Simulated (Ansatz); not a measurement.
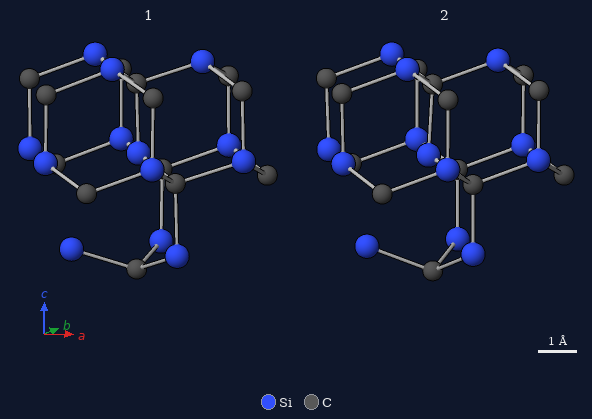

Two geometries of a defect cell of composition Si$_{96}$C$_{95}$ (cell charge −1), drawn at one scale. One is the start of a relaxation, the other its converged end. A ball-and-stick model of the atoms within 4.2 Å of the atom that moves most (axes of the cell of the calculation (origin shifted)), seen slightly off an axis.

Level of theory: DFT, PBEsol, PAW, plane waves (Ansatz). Set-up: plane-wave cutoff 420 eV; k-point mesh 1 × 1 × 1; mesh shifted by (0.25, 0.25, 0.25); collinear spin; atoms relaxed in a fixed cell; force threshold 0.03 eV/Å; at most 80 steps.

Question: Which of the two is the end point?

Answer: Structure 2 is the relaxed one. The energy falls by 3.277 eV per cell of the calculation in 4 geometry steps. Largest force component: 1.9 eV/Å at the start, 0.013 eV/Å at the end. The atom that moves furthest is a Si atom (0.17 Å along [−2 −1 −1]). By element the largest moves are Si 0.17 Å, C 0.07 Å. The lattice vectors keep their values. Near-neighbour distances that change, for instance: C–Si 1.783 → 1.880 Å, C–Si 1.966 → 1.886 Å, C–Si 1.851 → 1.926 Å, C–Si 1.928 → 1.877 Å. Among the angles between lasting bonds that change: C–Si–C 112.4° → 105.4°, Si–C–Si 105.4° → 112.3°, Si–C–Si 113.5° → 107.4°.

Limits of the set-up: the cell is charged, on a uniform background, and energies carry no finite-size correction.
